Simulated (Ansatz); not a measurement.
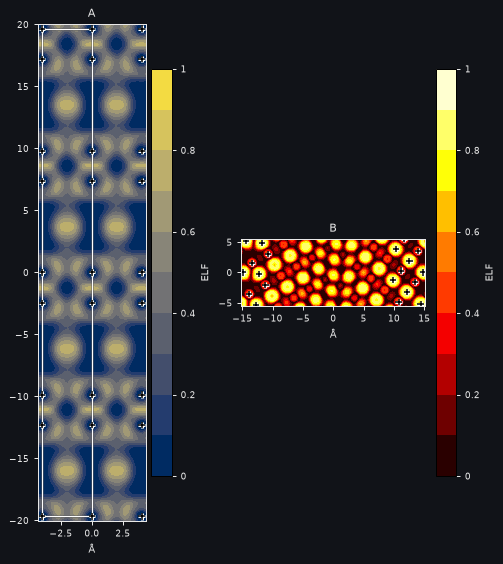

The ELF of 2 systems, each on a plane through atoms (crosses mark nuclei in the plane).

The calculation used Ansatz 0.2.0, DFT PBEsol, scalar-relativistic, plane waves, PAW.

System 1: MgO (interface cell), the (111) plane of the calculation cell. 

System 2: Ge (interface cell), the (100) plane of the calculation cell. 

```yaml
crystal:
  lattice:
    - [4.01337, 0.00000, 0.00000]
    - [-2.00669, 3.47568, 0.00000]
    - [0.00000, 0.00000, 39.34182]
  atoms:
    - { symbol: Ge, position: [0.33333, 0.66667, 0.13550] }
    - { symbol: Ge, position: [0.66667, 0.33333, 0.03147] }
    - { symbol: Ge, position: [0.00000, 0.00000, 0.11471] }
    - { symbol: Ge, position: [0.00000, 0.00000, 0.05234] }
    - { symbol: Ge, position: [0.66667, 0.33333, 0.21877] }
    - { symbol: Ge, position: [0.33333, 0.66667, 0.19795] }
    - { symbol: Ge, position: [0.33333, 0.66667, 0.38529] }
    - { symbol: Ge, position: [0.66667, 0.33333, 0.28123] }
    - { symbol: Ge, position: [0.00000, 0.00000, 0.36450] }
    - { symbol: Ge, position: [0.00000, 0.00000, 0.30205] }
    - { symbol: Ge, position: [0.66667, 0.33333, 0.46853] }
    - { symbol: Ge, position: [0.33333, 0.66667, 0.44766] }
    - { symbol: Ge, position: [0.33333, 0.66667, 0.86450] }
    - { symbol: Ge, position: [0.66667, 0.33333, 0.96853] }
    - { symbol: Ge, position: [0.00000, 0.00000, 0.88529] }
    - { symbol: Ge, position: [0.00000, 0.00000, 0.94766] }
    - { symbol: Ge, position: [0.66667, 0.33333, 0.78123] }
    - { symbol: Ge, position: [0.33333, 0.66667, 0.80205] }
    - { symbol: Ge, position: [0.33333, 0.66667, 0.61471] }
    - { symbol: Ge, position: [0.66667, 0.33333, 0.71877] }
    - { symbol: Ge, position: [0.00000, 0.00000, 0.63550] }
    - { symbol: Ge, position: [0.00000, 0.00000, 0.69795] }
    - { symbol: Ge, position: [0.66667, 0.33333, 0.53147] }
    - { symbol: Ge, position: [0.33333, 0.66667, 0.55234] }
```

Q: Which map belongs to which system?

A: Panel A is system 2, Ge: the plane holds Ge. Ge–Ge (2.48 Å): the ELF peaks at about 0.75 between the atoms. Panel B is system 1, MgO: the plane holds Mg and O. Mg–O (2.11 Å): the ELF peaks at about 0.85 in the valence shell of O, 0.6 Å from its nucleus, and is about 0.30 at the midpoint; an ionic contact with no shared pair.
